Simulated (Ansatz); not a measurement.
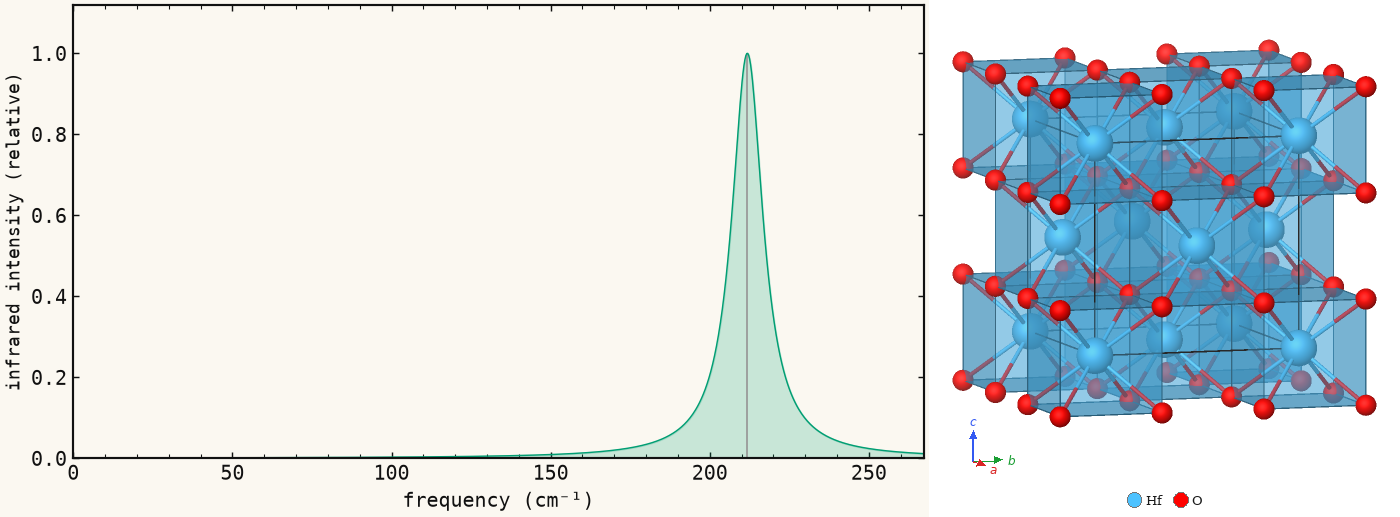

Method: infrared-active and silent optical phonons at the zone centre of an insulator with atoms at rest in the given cell, intensity summed over the level, zero macroscopic field, imaginary frequencies are negative, field response on a mesh refined by the program; PAW (Ansatz 0.2.0). Level: PBE, no spin polarisation.

wave cutoff 420 eV; k mesh 8×8×8; occupations fixed; pressure −1 GPa.

Starting cell:
```yaml
crystal:
  lattice:
    - [0.00000, 2.55228, 2.55228]
    - [2.55228, 0.00000, 2.55228]
    - [2.55228, 2.55228, 0.00000]
  atoms:
    - { symbol: Hf, position: [0.00000, 0.00000, 0.00000] }
    - { symbol: O, position: [0.25000, 0.25000, 0.25000] }
    - { symbol: O, position: [0.75000, 0.75000, 0.75000] }
```

Caption: Infrared spectrum of the zone-centre phonons for HfO₂, space group Fm-3m (No. 225). Lines are broadened by Lorentzians of 12 cm⁻¹ full width; the spectrum is scaled to its strongest line. These are zero-field (TO) frequencies; inactive modes don't show. The conventional cell is drawn beside the plot.

The strongest infrared line is at 211.8 cm⁻¹, the only infrared-active level.
